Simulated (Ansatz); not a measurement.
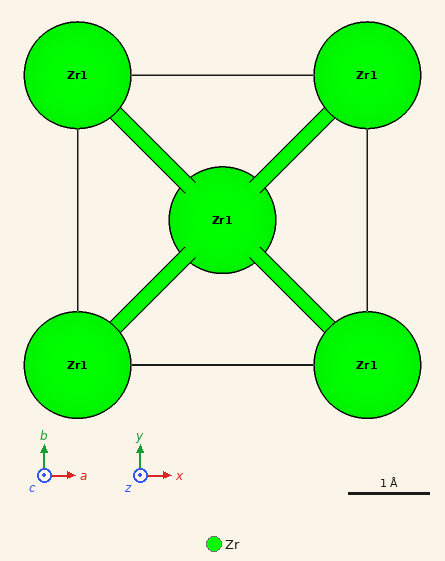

Solid Zr (Im-3m): the cell is strained in shear in the xy plane, with the atoms kept at their fractional coordinates. x, y and z are the Cartesian axes of the input. The picture shows the reference cell. Style: ball-and-stick. Shown: the conventional cell (2 times the calculation's cell), along the c axis. Lengths and directions refer to the drawn axes.

All numbers below come from DFT PBEsol, scalar-relativistic, plane waves, PAW (Ansatz 0.2.0). (plane-wave cutoff 420 eV; k-point mesh 18 × 18 × 18; occupations gaussian; smearing width 0.15 eV; no spin polarisation). Energies (free energies at the smearing named) are counted from the cell as listed in its source, which wasn't relaxed.

The input:
```yaml
crystal:
  lattice:
    - [-1.81, 1.81, 1.81]
    - [1.81, -1.81, 1.81]
    - [1.81, 1.81, -1.81]
  atoms:
    - { symbol: Zr, position: [0.0, 0.0, 0.0] }
basis:
  ecutwfc: 420
kpoints:
  mp_grid: { grid: [18, 18, 18] }
hamiltonian:
  xc: pbesol
scf:
  occupations: { method: gaussian, width: 0.15 }
output:
  forces: true
  stress: true
  eigenvalues: true
```

**Give the energy at each point (the strain: −0.040, −0.020, 0.000, 0.010, 0.030).**

```
engineering shear strain  E − E(ref) (meV/atom)
                  −0.040                   2.72
                  −0.020                   0.69
                   0.000                   0.00
                   0.010                   0.17
                   0.030                   1.54
```

Of the computed points the lowest is at the strain 0.00, 0.00 meV/atom. The unrelaxed reference is under a pressure of −6.8 GPa. The distortion takes the space group from Im-3m to Fmmm. At the strain −0.04 the cell of the drawing goes a 3.620 → 3.621 Å, b 3.620 → 3.621 Å, γ 90.0° → 92.3°.
